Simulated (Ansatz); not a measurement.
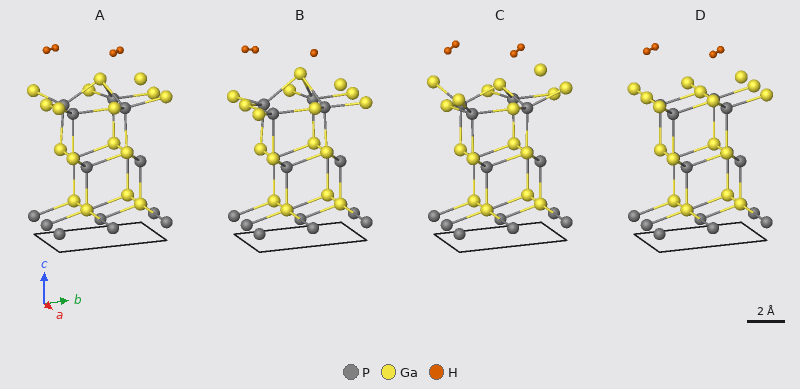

4 geometries from one constrained relaxation of a slab of composition Ga₃P₃H (cut from the F-43m phase), in shuffled order. A ball-and-stick model of the cell of the calculation, outlined in the plane, without the vacuum (origin shifted), seen slightly off an axis.

Case: 2 H2 a cell, tilted, over a top Ga site. The slab is the (1 1 1) face of GaP with H2 on it. 12 atoms are held fixed.

These are results of DFT PBE+D3(BJ), scalar-relativistic, plane waves, PAW (Ansatz 0.2.0), not measurements. Set-up: plane-wave cutoff 420 eV; k-point mesh 3 × 3 × 1; occupations gaussian; smearing width 0.05 eV; no spin polarisation; dipole correction; atoms relaxed in a fixed cell; force threshold 0.04 eV/Å; at most 100 steps.

**Order the frames from highest to lowest energy.**

D, C, A, B. They are steps 0, 3, 7, 15, at +0.768 eV per cell of the calculation, +0.466 eV per cell of the calculation, +0.195 eV per cell of the calculation relative to the last. The atom that moves furthest is a Ga atom (1.01 Å along the normal (+c)). By element the largest moves are Ga 1.01 Å, H 0.38 Å, P 0.20 Å. The cell stays as it was. Some distances before and after: Ga–P 2.324 → 2.617 Å, Ga–P 2.324 → 2.291 Å, Ga–P 2.324 → 2.348 Å, Ga–P 2.338 → 2.361 Å. Bond angles that change, for instance: P–Ga–P 111.9° → 84.3°, Ga–P–Ga 106.9° → 133.5°, Ga–P–Ga 106.9° → 133.5°. After 14 accepted moves (15 points after the start) the energy has fallen by 0.768 eV per cell of the calculation. Largest force component: 0.35 eV/Å at the start, 0.0058 eV/Å at the end. 1 step only repeated the SCF at the same geometry. The forces were under the threshold at step 11, but the run went on from there. Cost: 6.9 min on 4 threads of Intel(R) Xeon(R) Platinum 8488C (Sapphire Rapids), with other jobs on the host, peak memory 3.6 GiB.

Limits of the set-up: the periodic images lie only 7.7 Å apart, so the values are limited by the cell's size.
